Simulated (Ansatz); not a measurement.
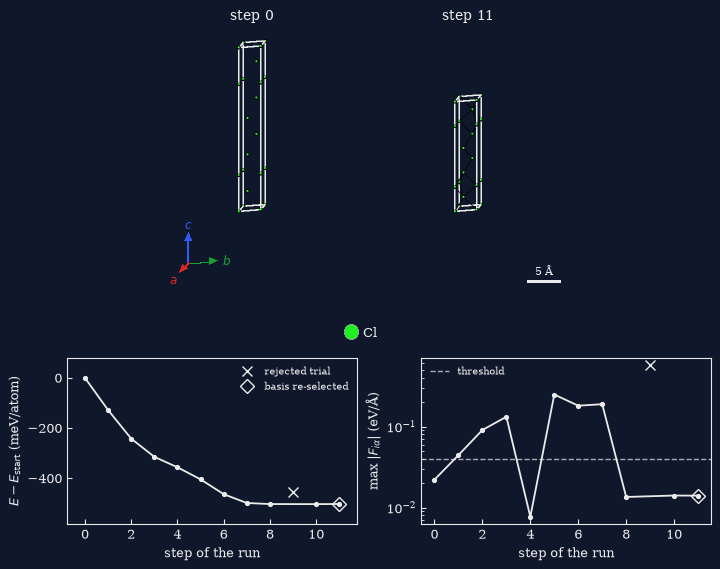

First and last geometry of a relaxation of solid Cl (built on the samarium (9R)_166 type) (coarse preliminary run), with the history of the run. Style: ball-and-stick. Shown: the conventional cell (3 times the calculation's cell), slightly off an axis. Lengths and directions refer to the drawn axes.

Case: samarium (9R) type (R-3m, No. 166).

All numbers below come from Ansatz, DFT r2SCAN, scalar-relativistic, plane waves, PAW.

Input
```yaml
crystal:
  lattice:
    - [1.8092547124, 1.0445736952, 8.7440144987]
    - [-1.8092547124, 1.0445736952, 8.7440144987]
    - [0.0, -2.0891473905, 8.7440144987]
  atoms:
    - { symbol: Cl, position: [0.0, 0.0, 0.0] }
    - { symbol: Cl, position: [0.22222, 0.22222, 0.22222] }
    - { symbol: Cl, position: [0.77778, 0.77778, 0.77778] }
basis:
  ecutwfc: 500
kpoints:
  mp_grid: { grid: [6, 6, 6] }
hamiltonian:
  xc: r2scan
scf:
  occupations: { method: gaussian, width: 0.1 }
  lower_state_search: "off"
output:
  forces: true
  stress: true
  eigenvalues: true
relax:
  adjacent_minimum: "off"
  f_tol: 0.04
  max_steps: 70
  cell: { stress_tol: 0.4 }
```

> Did the run converge, and what did it change?

It converged. The energy falls by 502 meV per atom in 9 accepted moves (11 points after the start). Largest force component: 0.022 eV/Å at the start, 0.014 eV/Å at the end. Pressure: −4.82 GPa at the start and 0.07 GPa at the end. The line search rejected the trial step at point 9 of the run. The SCF was repeated once at an unchanged geometry on a basis and grid sized afresh for the cell, which shifted the energy by 0.5 meV per atom at most. The largest moves relative to the cell, 0.010 Å, are those of Cl2 and Cl3. Cl2 goes along +c. The drawn cell changes as follows: a = b 3.619 → 3.607 Å (−0.3 %), c 26.232 → 17.573 Å (−33.0 %); the volume changes by −33.4 %. Near-neighbour distances that change, for instance: Cl1–Cl2 3.586 → 2.847 Å, Cl2–Cl3 3.586 → 2.869 Å. The space group stays R-3m (No. 166). The run took of the order of 120 core-seconds on a shared host.

| step | E − E(0), meV/atom | largest force component, eV/Å | pressure, GPa | volume, Å³/atom | note |
| --- | --- | --- | --- | --- | --- |
| 0 | 0.00 | 0.0221 | -4.82 | 33.051 |  |
| 1 | -127.98 | 0.0444 | -5.10 | 28.986 |  |
| 2 | -241.96 | 0.0906 | -4.42 | 25.329 |  |
| 3 | -314.39 | 0.1320 | -2.34 | 22.495 |  |
| 4 | -356.06 | 0.0077 | 0.11 | 20.946 |  |
| 5 | -404.14 | 0.2482 | 1.57 | 20.330 |  |
| 6 | -463.26 | 0.1807 | 2.53 | 20.099 |  |
| 7 | -498.33 | 0.1887 | 1.11 | 21.248 |  |
| 8 | -502.55 | 0.0135 | 0.14 | 21.833 |  |
| 9 | -454.68 | 0.5690 | 5.42 | 20.373 | rejected |
| 10 | -502.87 | 0.0141 | 0.07 | 21.999 |  |
| 11 | -502.33 | 0.0140 | 0.07 | 21.999 | same geometry, new basis |

Limits of the set-up: an odd number of electrons was run without spin polarisation, which fails if the electron would localise.
